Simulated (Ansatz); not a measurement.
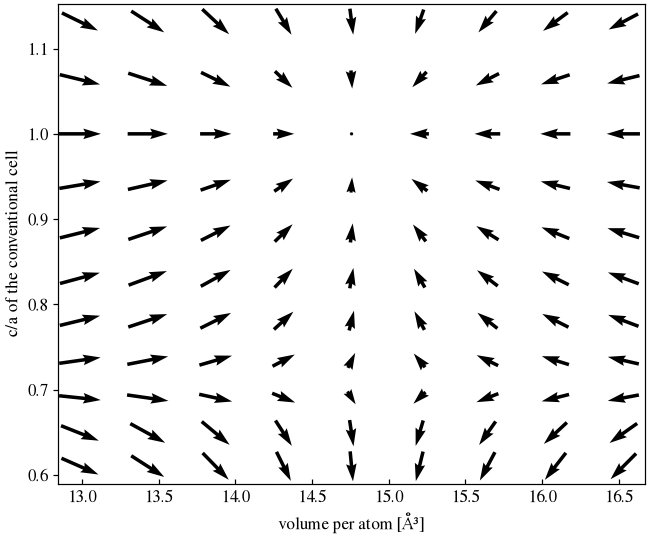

Pt (Fm-3m, No. 225; 1 atom in the cell). The energy is mapped over volume and the cell's shape. Coordinates scanned: (1) volume per atom; (2) c/a of the conventional cell. Nothing is relaxed (symmetry fixes all fractional coordinates). Grid: 9 × 11 points. Points are written as (first, second). Method: DFT LDA, scalar-relativistic, plane waves, PAW (Ansatz 0.2.0). Settings: cutoff 420 eV, k-mesh 22×22×22, gaussian smearing 0.15 eV, no spin polarisation.

In the figure: arrows along the force (downhill), their lengths compressed.

> The arrows alone are given. Where is the energy lowest?

The arrows converge at (14.76 Å³, 1.000) [fcc] (read from the interpolated surface).

The energy map of the same scan:

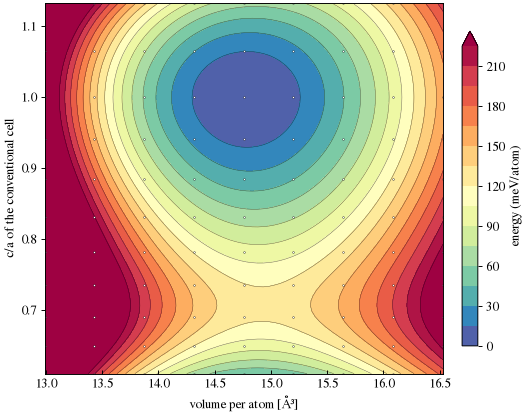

Energies are in meV/atom, from the lowest grid point; between grid points the surface is interpolated.
